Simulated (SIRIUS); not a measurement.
System: ZrO₂, space group Fm-3m (No. 225).

The given structure:
```
Zr O
1.0
     0.00000    2.54507    2.54507
     2.54507    0.00000    2.54507
     2.54507    2.54507    0.00000
Zr O
1 2
Cartesian
  0.0000 0.0000 0.0000
  3.8176 3.8176 3.8176
  1.2725 1.2725 1.2725
```

How it was computed, with SIRIUS 7.12.0: all-electron LAPW DFT, no spin polarisation; energies at scaled volumes of the given cell, shape and fractions fixed, counted from the fit's minimum, third-order Birch-Murnaghan fit. Level: PBEsol.

```json
{"setting": "k mesh", "value": "9×9×9"}
{"setting": "occupations", "value": "Fermi–Dirac"}
{"setting": "smearing width", "value": "0.05 eV"}
{"setting": "potentials", "value": "all electron FP LAPW"}
{"setting": "program settings", "value": "basis apw+lo standard, gk cutoff 4.68 1/bohr, pw cutoff 24 1/bohr"}
```

Describe the result: the energy against volume. The volume takes the values 10.33, 10.55, 10.77, 10.99, 11.21, 11.43, 11.65 Å³/atom.

A third-order Birch–Murnaghan fit gives V0 = 10.82 Å³/atom, B0 = 254 GPa and B′ = 4.1. The energy is 18.93 meV/atom at volume 10.33 Å³/atom and 44.56 meV/atom at 11.65 Å³/atom; the lowest computed point is at volume 10.77 Å³/atom (0.13 meV/atom), and no other minimum shows.

```tsv
volume (Å³/atom)	energy (meV/atom)
10.33	18.93
10.55	5.57
10.77	0.13
10.99	2.12
11.21	10.50
11.43	24.90
11.65	44.56
```

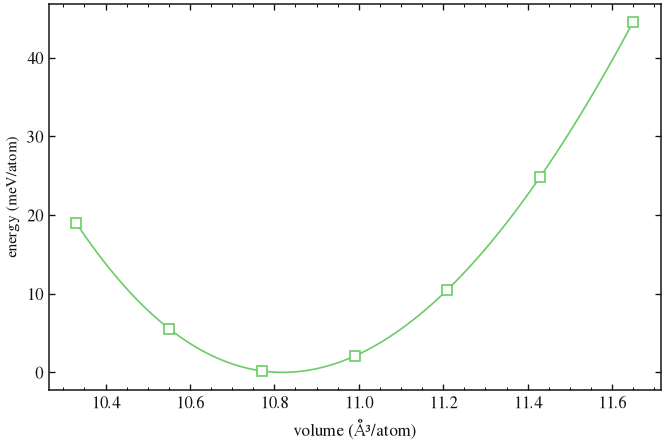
